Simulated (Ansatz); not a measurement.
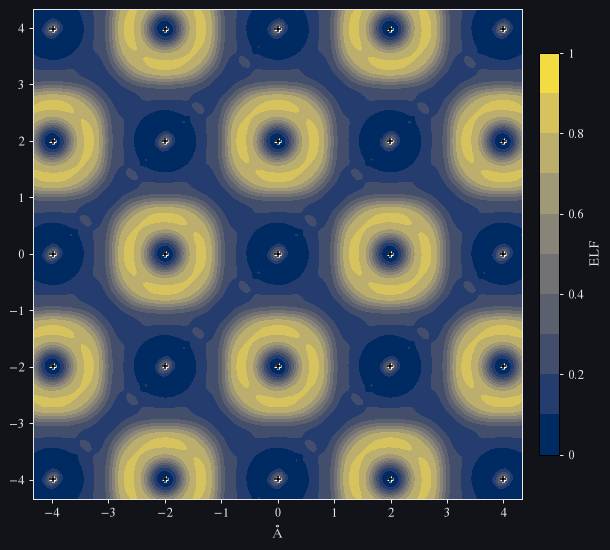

The ELF on a plane through atoms (crosses mark nuclei in the plane).

Theory: Ansatz 0.2.0, DFT, PBEsol, plane-wave PAW, default files, scalar-relativistic, frozen cores.

Candidates:
A. GaN, a = 3.98 Å, b = 3.98 Å, c = 3.98 Å, α = 90.00°, β = 90.00°, γ = 90.00°. Space group Fm-3m; computed pressure about 59 GPa in this cell.
B. SiNi$_{3}$, a = 3.55 Å, b = 3.55 Å, c = 3.55 Å, α = 90.00°, β = 90.00°, γ = 90.00°. Space group Pm-3m; computed pressure about −15 GPa in this cell; the program warned that a starting moment wasn't kept; spin-polarised, but the moments vanished.

Question: Which candidate gave the map?

Answer: Candidate A: GaN on the (001) plane of the conventional cell, which holds Ga and N. Ga–N (1.99 Å): the ELF peaks at about 0.80 in the valence shell of N, 0.6 Å from its nucleus, and is about 0.40 at the midpoint.
